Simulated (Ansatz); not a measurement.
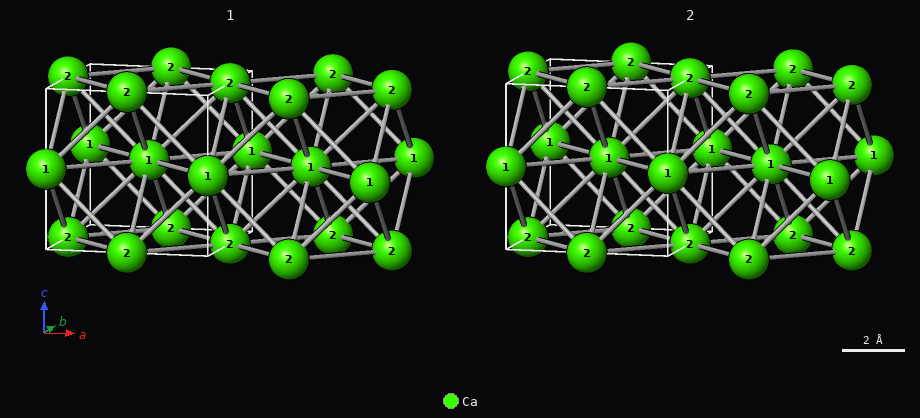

Two geometries of solid Ca: one is the relaxed structure, the other was perturbed away from it. Style: ball-and-stick. Shown: the conventional cell (2 times the calculation's cell), repeated 2 × 1 × 1 with one cell outlined, slightly off an axis. Lengths and directions refer to the drawn axes.

Computed with DFT PBEsol, scalar-relativistic, plane waves, PAW in Ansatz 0.2.0. Settings: plane-wave cutoff 420 eV; k-point mesh 12 × 12 × 8; occupations gaussian; smearing width 0.1 eV; no spin polarisation.

### Which one is perturbed?

Structure 1 is the perturbed one. Strain along c alone, −3.0 %, is applied. Symmetry leaves the atoms no freedom, so this is a single point. Energy change: +2.2 meV per atom. Pressure: 0.0 GPa before, 0.6 GPa after. All forces vanish by symmetry. Some distances before and after: Ca–Ca 3.856 → 3.797 to 3.858 Å. The space group (tolerance 0.01 Å) goes from Fm-3m (No. 225) to I4/mmm (No. 139).
